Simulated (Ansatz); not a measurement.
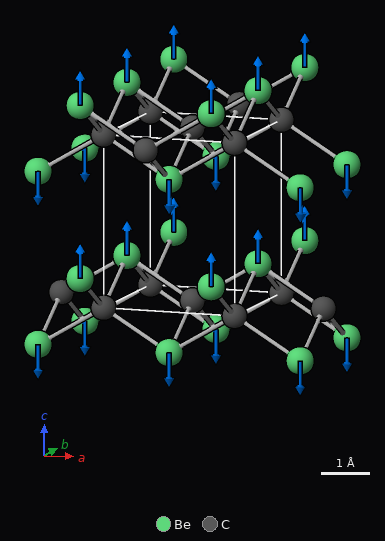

This is a relaxation of crystalline BeC (built on the litharge_129 type) (coarse preliminary run). The starting structure is drawn; blue arrows show the displacements (the part carried along by the change of the cell is left out), magnified 2 times.

A ball-and-stick model of the cell of the calculation, seen slightly off an axis.

Case: litharge type (P4/nmm, No. 129).

These are results of Ansatz, DFT PBE, scalar-relativistic, plane waves, PAW, not measurements. Settings: plane-wave cutoff 420 eV; k-point mesh 6 × 6 × 6; occupations gaussian; smearing width 0.1 eV; no spin polarisation; cell and atoms relaxed; force threshold 0.04 eV/Å; at most 70 steps.

Atoms of which element are displaced furthest, and by how much?

Beryllium: up to 0.39 Å, against 0.00 Å for carbon.

What happened in the run?

After 15 accepted moves (19 points after the start) the energy has fallen by 397 meV per atom. The largest force component goes from 2.8 to 0.0068 eV/Å. The pressure goes from 24.89 to 0.05 GPa. The line search rejected the trial steps at points 8, 10 of the run. At 2 points the geometry stayed and the basis and grid were re-selected for the new cell (energy shift of 17.4 meV per atom at most each time). The largest moves relative to the cell, 0.39 Å, are those of Be atoms. C stays in place. Cell: a = b 2.924 → 2.448 Å (−16.3 %), c 3.694 → 4.675 Å (+26.5 %). Volume −11.3 %. Near-neighbour distances that change, for instance: C–C 2.067 → 1.731 Å, Be–C 1.700 → 1.930 Å. Bond angles that change, for instance: C–Be–C 118.6° → 78.7°, Be–C–Be 118.6° → 78.7°, Be–C–Be 105.1° → 126.7°. The space group stays P4/nmm (No. 129).
